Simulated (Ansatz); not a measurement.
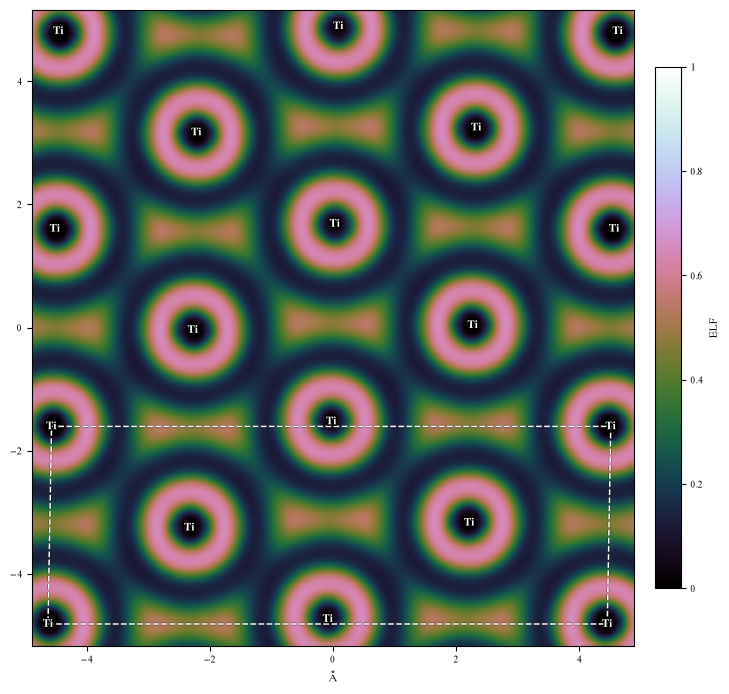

*Ti. Electron localisation function on the (110) plane of the conventional cell.*

Space group P-1; computed without spin polarisation.

Level of theory: DFT PBEsol, scalar-relativistic, plane waves, PAW (Ansatz).

Input

```
crystal:
  lattice:
    - [-1.6051160627, 1.6051160627, -1.6051160627]
    - [-1.6051160627, -1.6051160627, 1.6051160627]
    - [-0.1605116063, 6.5809758571, 6.2599526445]
  atoms:
    - { symbol: Ti, position: [-0.0875, 0.0, 0.875] }
    - { symbol: Ti, position: [0.4875, 0.5, 0.125] }
    - { symbol: Ti, position: [-0.0375, 0.0, 0.375] }
    - { symbol: Ti, position: [0.4375, 0.5, 0.625] }
basis:
  ecutwfc: 420
kpoints:
  mp_grid: { grid: [22, 22, 7] }
hamiltonian:
  xc: pbesol
scf:
  occupations: { method: gaussian, width: 0.15 }
output:
  forces: true
  stress: true
  eigenvalues: true
  write_density: true
  write_potential: true
  elf: true
  volumetric_format: npy
```

Launched as:

```sh
ansatz run input.yaml --threads 2 --pin off --max-ram 5120MiB --backend cpu --events-out ev --progress --plain --runs-dir out
```

Below, planes, directions and counts refer to the conventional cell (a = 2.78 Å, b = 2.78 Å, c = 9.08 Å, α = 89.42°, β = 88.25°, γ = 70.53°).

### What does the map show?

Atoms in the plane: Ti. Ti–Ti (2.70 Å): the ELF is about 0.15 at the midpoint: no localised pair shows between them. Ti–Ti (2.78 Å): the ELF is about 0.20 at the midpoint (no shared electron pair shows on this line). Ti–Ti (2.88 Å): the ELF is about 0.20 at the midpoint (no localised pair shows between them). The features right at Ti lie inside the PAW spheres, where the map follows smoothed inner orbitals and isn't to be read closely.

### Metal or insulator at this level of theory?

It is gapless in this calculation (a metal or semimetal).
